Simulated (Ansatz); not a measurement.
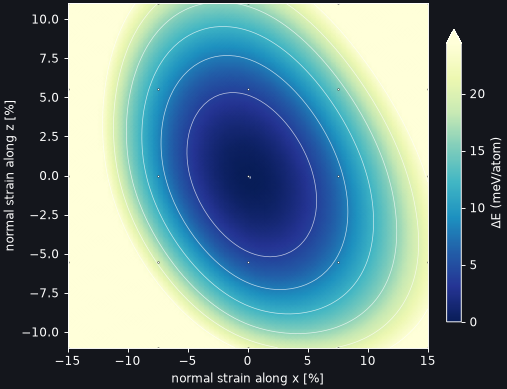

Energy landscape of Rb (Cmcm, No. 63; 2 atoms in the cell). The energy is mapped over two homogeneous strains (x along [1 0 0], y along [0 1 0], z along [0 0 1] of the conventional cell). Coordinates scanned: (1) normal strain along x; (2) normal strain along z. Nothing is relaxed (fractional coordinates fixed). The grid has 5 × 5 points. Energies: meV/atom, counted from the lowest grid point. Method: DFT PBE+D3(BJ), scalar-relativistic, plane waves, PAW in Ansatz. Settings: cutoff 420 eV, k-mesh 10×10×6 in the order of the run's cell vectors, gaussian smearing 0.15 eV, no spin polarisation.

The picture shows a smooth colour map with a few white contour lines, dots at the grid points, one colour for all values above the top of the scale. Between grid points the surface is interpolated. 

**What does the map say about the system?**

The lowest grid point is at normal strain along x = 0.0 %, normal strain along z = 0.0 %. No other kind of well shows on this grid. The highest grid point, normal strain along x = −15.0 %, normal strain along z = −11.0 %, lies 93.1 meV/atom above the lowest. Round the minimum the valley is somewhat tilted: raising normal strain along x shifts the best value of normal strain along z downwards (coupling k₁₂/√(k₁₁k₂₂) about 0.3).

The input of one point:

```yaml
crystal:
  lattice:
    - [2.4740083059, -4.3297492603, 0.0]
    - [2.4740083059, 4.3297492603, 0.0]
    - [0.0, 0.0, 8.0428646989]
  atoms:
    - { symbol: Rb, position: [0.8359965595, 0.1640034405, 0.75] }
    - { symbol: Rb, position: [0.1640034405, 0.8359965595, 0.25] }
basis:
  ecutwfc: 420
kpoints:
  mp_grid: { grid: [10, 10, 6] }
hamiltonian:
  xc: pbe
  dispersion: d3bj
scf:
  occupations: { method: gaussian, width: 0.15 }
output:
  forces: true
  stress: true
  eigenvalues: true
```

Time for the 25 points that were run: 5.3 min on 1 thread of Arm Neoverse V2, on a shared host.
